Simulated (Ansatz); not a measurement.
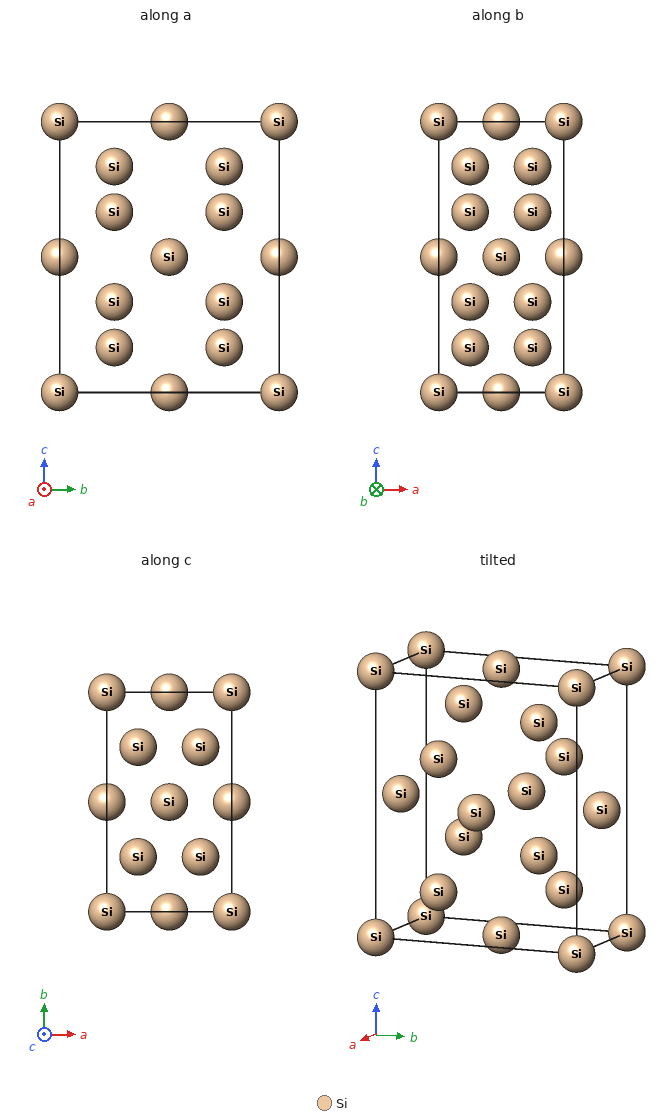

An orthographic spheres-only view of the structure, along the a axis, along the b axis, along the c axis and slightly off an axis. The wireframe shows the conventional unit cell.

Lattice parameters: a = 3.8543 Å, b = 6.7763 Å, c = 8.3613 Å, α = 90.000°, β = 90.000°, γ = 90.000°.

### Convert the drawing into a CIF with its space group and independent sites.

```cif
data_structure
_symmetry_space_group_name_H-M 'C c c e :1'
_symmetry_Int_Tables_number 68
_cell_length_a 3.8543
_cell_length_b 6.7763
_cell_length_c 8.3613
_cell_angle_alpha 90.000
_cell_angle_beta 90.000
_cell_angle_gamma 90.000
_cell_volume 218.38
loop_
_atom_site_label
_atom_site_type_symbol
_atom_site_symmetry_multiplicity
_atom_site_Wyckoff_symbol
_atom_site_fract_x
_atom_site_fract_y
_atom_site_fract_z
_atom_site_occupancy
Si1 Si 8 h 0.2500 0.2500 0.8341 1
Si2 Si 4 a 0.0000 0.0000 0.0000 1
```

It derives from a structure type filled with this element by a generator (whether the element takes this form wasn't checked). The geometry is the end of a relaxation with DFT PBE, scalar-relativistic, plane waves, PAW in Ansatz.
